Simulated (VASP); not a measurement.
```xyz
8
Lattice="7.1283 0.0000 0.0000 0.0000 0.0000 -7.1283 0.0000 7.1283 0.0000" Properties=species:S:1:pos:R:3 pbc="T T T"
Ag    3.5641    0.0000   -3.5641
Ag    0.0000    3.5641   -3.5641
Ag    0.0000    0.0000    0.0000
Ag    3.5641    3.5641    0.0000
I     1.7821    1.7821   -5.3462
I     5.3462    5.3462   -5.3462
I     5.3462    1.7821   -1.7821
I     1.7821    5.3462   -1.7821
```

Space group F-43m; a generated structure, not necessarily the stable one; computed pressure about −3 GPa in this cell.

The calculation used Kohn-Sham DFT of a periodic cell, PBE, VASP PAW PBE potentials, recommended (VASP).

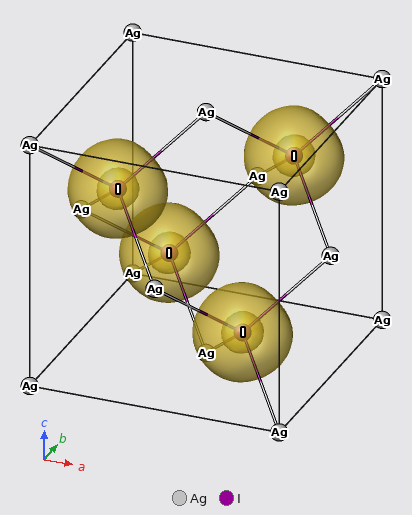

AgI. Isosurface of the electron localisation function at 0.8 (yellow), seen at an oblique angle. Core shells and regions of very low density are left out. Sticks mark near contacts.

Question: Identify the bonds, lone pairs and shells in this picture.

Answer: The ELF exceeds this value in four regions wrapped around I (the valence shell of each), counted in one cell of 8 atoms. Regions shared between cells count once. Profiles from the grid: Ag–I (3.09 Å): the ELF is about 0.35 at the midpoint and 0.15 at its lowest between the atoms.

Question: Does the calculation make it a metal, or give it a gap?

Answer: It is gapped, with a Kohn–Sham gap of 1.4 eV on the k-point mesh, an upper bound to the gap of this method.
